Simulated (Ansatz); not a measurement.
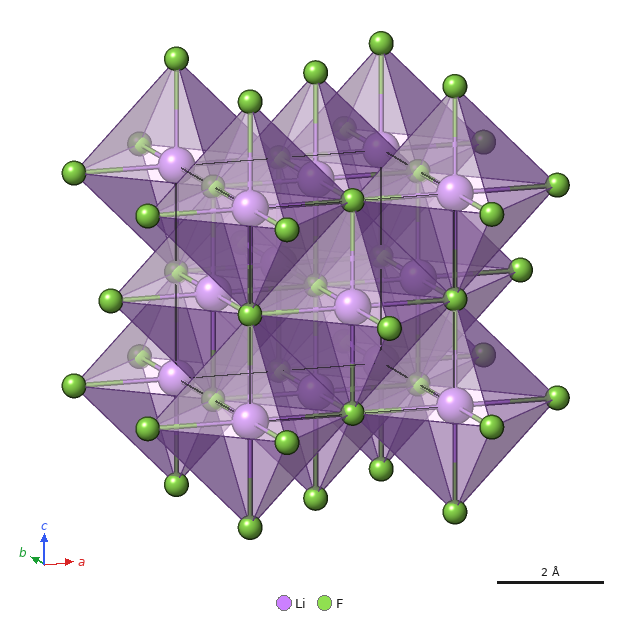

Drawn in the polyhedral manner and seen slightly off an axis. Atoms at the boundary of the conventional unit cell (the box) are drawn once for each face, edge or corner they touch. A few atoms beyond the faces are included.

LiF, space group Fm-3m (No. 225), a = 4.12 Å, b = 4.12 Å, c = 4.12 Å, α = 90.00°, β = 90.00°, γ = 90.00°.

Level of theory and settings: Ansatz 0.2.0, DFT, HSE06, plane waves, PAW, plane waves up to 420 eV, k-points about 0.33 Å⁻¹ apart, no spin polarisation.

> What is the band gap, if any?

An insulator at this level, with a gap of 10.75 eV, direct.

> What pressure does the calculation give for this cell?

The computed pressure is -5.1 GPa (stretched: it would shrink).

Starting structure: a structure type filled with these elements by a generator (whether the compound takes this form wasn't checked). The cell was then strained or its atoms displaced on purpose. It was run through Ansatz as a DFT input.

At this level of theory the cell isn't at rest (stretched, at -5 GPa), so its distances can differ from those at equilibrium, the more so the softer the solid.
